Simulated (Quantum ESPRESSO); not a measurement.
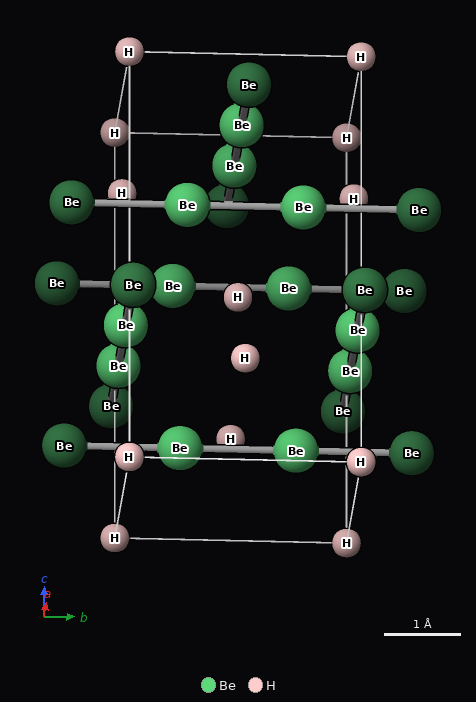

*The structure as given in the input (ball-and-stick view of the cell 2 times as large as that of the calculation, set on its symmetry axes, seen at an oblique angle; neighbours outside the cell are drawn fainter). An atom can appear more than once, as a periodic image.*

## Relaxation of cell and atoms, with input and output: Be2H

The run: relaxation of cell and atoms of Be2H (6 atoms in the cell). Method and program: Kohn-Sham DFT of a periodic cell, PBE, GBRV 1.5 PBEsol, no spin polarisation (Quantum ESPRESSO 7.5).

The structure was built on a prototype by a generator; it need not be a known phase.

**The program's output**
```
Step          Energy          fmax
LBFGS:    0    -1555.568056        4.113809
LBFGS:    1    -1556.164922        3.871878
LBFGS:    2    -1557.928052        3.099642
LBFGS:    3    -1559.309686        2.401488
LBFGS:    4    -1560.348271        1.769016
LBFGS:    5    -1561.078939        1.195639
LBFGS:    6    -1561.534069        0.679037
LBFGS:    7    -1561.743990        0.217523
LBFGS:    8    -1561.765854        0.063430
LBFGS:    9    -1561.766169        0.072831
LBFGS:   10    -1561.766329        0.074820
LBFGS:   11    -1561.767017        0.074852
LBFGS:   12    -1561.767960        0.064393
LBFGS:   13    -1561.769121        0.037481
LBFGS:   14    -1561.769650        0.013333
converged True
cell (A) [  4.33346   4.33346   4.33346 126.54691 126.54691  78.9911 ]
energy -1561.76965047 eV
forces (eV/A)
[[ 0. -0.  0.]
 [-0. -0.  0.]
 [-0. -0. -0.]
 [ 0. -0.  0.]
 [-0. -0. -0.]
 [-0.  0.  0.]]
stress (eV/A^3, Voigt)
[ 0.00157464  0.00157464  0.00119085 -0.         -0.         -0.        ]
Fermi level 4.7076 eV
```

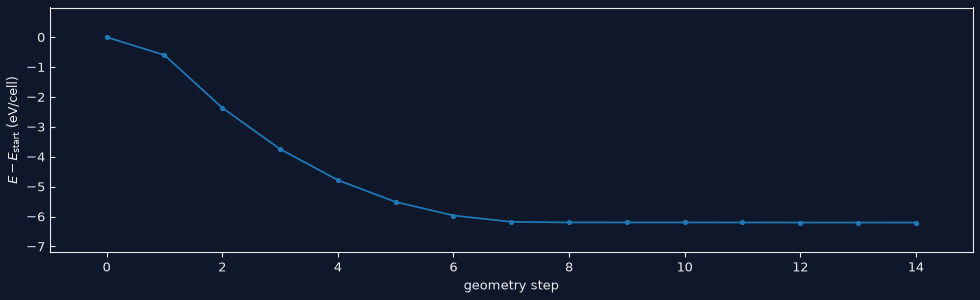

*Progress of the relaxation, step by step (steps are counted from 0).*

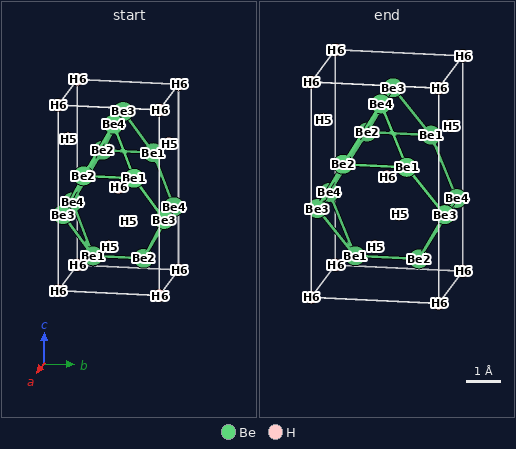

*Before (left) and after (right) the relaxation, at one scale (ball-and-stick view of the cell 2 times as large as that of the calculation, set on its symmetry axes, seen slightly off an axis).*

Over 14 geometry steps the energy falls by 6.202 eV per cell of the calculation. All forces vanish by symmetry, so only the cell relaxes. No atom moves by more than 0.005 Å relative to the cell. Cell: a = b 3.094 → 3.898 Å (+26.0 %), c 5.765 → 6.688 Å (+16.0 %). Volume +84.1 %. Among the contacts that change: Be1–Be2 1.547 → 1.949 Å, Be1–Be3 1.810 → 2.167 Å. Among the angles that change: Be3–Be1–Be4 129.4° → 126.5°, Be3–Be1–Be4 50.6° → 53.5°. The space group stays I4_1/amd (No. 141). (Atoms are counted from 1 in the order of the input.)

The run was set up as follows.

**Input file**
```python
import numpy as np
from ase.calculators.espresso import Espresso, EspressoProfile
from ase.io import read

atoms = read('Be2H.xyz')

input_data = {
    'control': {'calculation': 'scf', 'prefix': 'pwscf', 'outdir': './tmp', 'tprnfor': True, 'tstress': True, 'disk_io': 'low'},
    'system': {'ecutwfc': 45.0, 'ecutrho': 360.0, 'nbnd': 15, 'input_dft': 'pbe', 'occupations': 'smearing', 'smearing': 'mp', 'degauss': 0.01469973},
    'electrons': {'conv_thr': 1.2e-09, 'electron_maxstep': 120, 'mixing_beta': 0.5},
}
pseudopotentials = {'H': 'h_pbesol_v1.4.uspp.F.UPF', 'Be': 'be_pbesol_v1.4.uspp.F.UPF'}
profile = EspressoProfile(command='pw.x', pseudo_dir='pseudo')
dft = Espresso(profile=profile, input_data=input_data, pseudopotentials=pseudopotentials, kpts=(8, 8, 8), koffset=(0, 0, 0))
atoms.calc = dft

from ase.optimize import LBFGS
from ase.filters import FrechetCellFilter
done = LBFGS(FrechetCellFilter(atoms), trajectory='opt.traj').run(fmax=0.02, steps=30)
print('converged', done)
print('cell (A)', np.round(atoms.cell.cellpar(), 5))
print(f'energy {atoms.get_potential_energy():.8f} eV')
print('forces (eV/A)')
print(np.round(atoms.get_forces(), 6))
print('stress (eV/A^3, Voigt)')
print(np.round(atoms.get_stress(), 8))
print(f'Fermi level {dft.get_fermi_level():.4f} eV')
```

**File Be2H.xyz**
```
6
Lattice="-1.5471158900 1.5471158900 2.8827459400 1.5471158900 -1.5471158900 2.8827459400 1.5471158900 1.5471158900 -2.8827459400" Properties=species:S:1:pos:R:3 pbc="T T T"
Be     1.5471158900      0.7735579450      0.7206864850
Be     0.0000000000      0.7735579450      3.6034324250
Be     0.7735579450      1.5471158900     -0.7206864850
Be     0.7735579450      0.0000000000      2.1620594550
H      0.0000000000      1.5471158900      1.4413729700
H      0.0000000000      0.0000000000      0.0000000000
```

Launched with:
```bash
OMP_NUM_THREADS=1 python run.py
```

**Summary**

```tsv
quantity	value
outcome	converged
space group (tolerance 0.01 Å)	I4₁/amd (141)
electrons treated	18
free energy	−1561.7698 eV
Fermi energy	4.708 eV
gap on the k-point mesh	none (metallic)
pressure	−0.23 GPa
final volume	50.81 Å³
largest force (length of the vector) at the end	under 0.001 eV/Å
final cell	a = 4.333 Å, b = 4.333 Å, c = 4.333 Å, α = 126.55°, β = 126.55°, γ = 78.99°
hardware	1 thread of Intel Xeon (Sapphire Rapids), 16 GiB of memory available, shared host
wall time	4.4 min
peak memory	0.16 GiB
```

Further notes kept with the run: potentials made for another functional. Points of doubt noted for this run: coarse mesh; potentials made for another functional.
